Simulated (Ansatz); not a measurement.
A structure file:

```cif
data_structure
_symmetry_space_group_name_H-M 'C m c m'
_symmetry_Int_Tables_number 63
_cell_length_a 2.8252
_cell_length_b 10.4215
_cell_length_c 4.3434
_cell_angle_alpha 90.000
_cell_angle_beta 90.000
_cell_angle_gamma 90.000
_cell_volume 127.88
loop_
_atom_site_label
_atom_site_type_symbol
_atom_site_symmetry_multiplicity
_atom_site_Wyckoff_symbol
_atom_site_fract_x
_atom_site_fract_y
_atom_site_fract_z
_atom_site_occupancy
Cu1 Cu 4 c 0.50000 0.66725 0.25000 1
O1 O 4 c 0.00000 0.55149 0.25000 1
O2 O 4 c 0.00000 0.78897 0.25000 1
```

> Give a crystallographic description of this input.

The material is CuO2. It belongs to space group Cmcm (No. 63) and has a base-centred orthorhombic lattice. Cell content: 4 Cu, 8 O, that is 4 formula units. The coordination shell of Cu holds six O in a distorted octahedral arrangement at 1.86 to 2.22 Å. O takes two kinds of site: 4c with two Cu in a bent arrangement at 1.86 Å; 4c with four Cu at 1.90 to 2.22 Å. Not all metal-metal contacts are counted. The bonds build CuO2 layers parallel to (010).

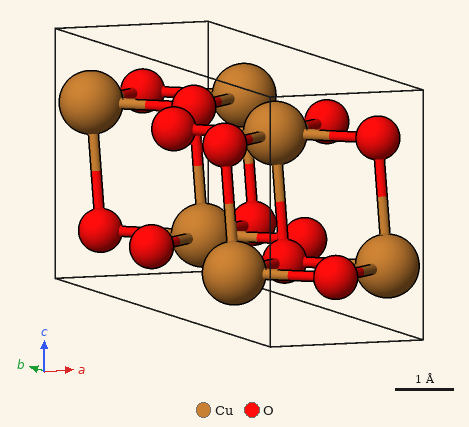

A ball-and-stick picture of a crystal structure, seen slightly off an axis. The wireframe shows the conventional unit cell.

It goes back to a structure listed in the Materials Project. Earlier steps of the study may have refined or changed the cell and positions. It was run through Ansatz as a DFT input.
